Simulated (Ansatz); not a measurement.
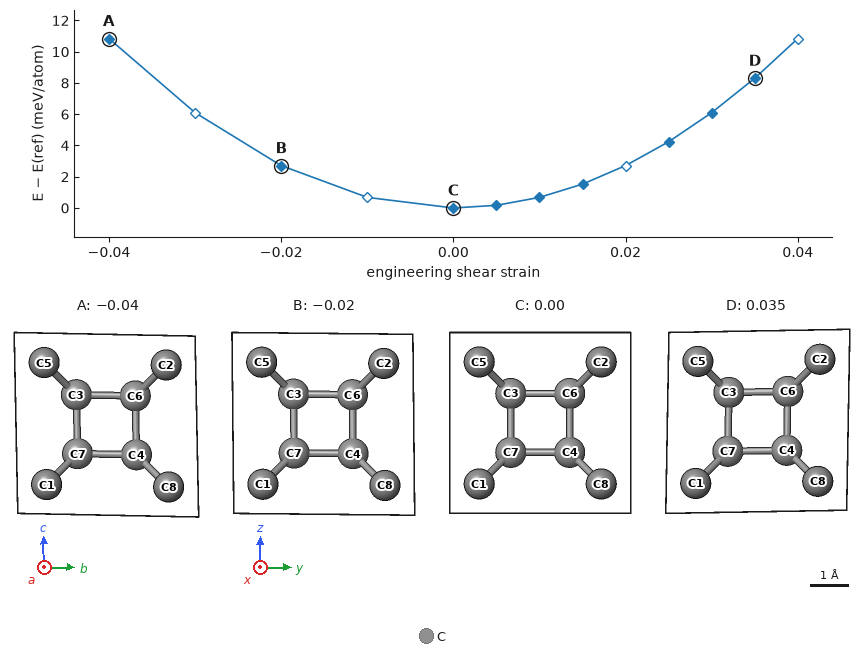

A scan of crystalline C (Im-3m): the cell is strained in shear in the yz plane, with the atoms kept at their fractional coordinates. x, y and z are the Cartesian axes of the input. The lettered frames are marked on the plot. Hollow markers are points alike by symmetry, not computed again. Style: ball-and-stick. Shown: the conventional cell (2 times the calculation's cell), along the a axis. Lengths and directions refer to the drawn axes.

These are results of DFT r2SCAN, scalar-relativistic, plane waves, PAW (Ansatz 0.2.0), not measurements. Settings: plane-wave cutoff 500 eV; k-point mesh 8 × 8 × 8; occupations gaussian; smearing width 0.05 eV; no spin polarisation. Energies (free energies at the smearing named) are counted from the relaxed crystal.

Q: Read off the main features of the energy profile.

A: The lowest computed point lies at the strain 0.00 (0.0 meV/atom). At the ends of the scan the energy is 10.8 meV/atom (−0.04) and 10.8 meV/atom (0.04). The curvature at zero strain, (1/V) d²E/dε², is about 300 GPa; it is C₄₄ with clamped ions. The distortion takes the space group from Im-3m to Fmmm. At the strain −0.04 the cell of the drawing goes b 4.858 → 4.859 Å, c 4.858 → 4.859 Å, α 90.0° → 92.3°.
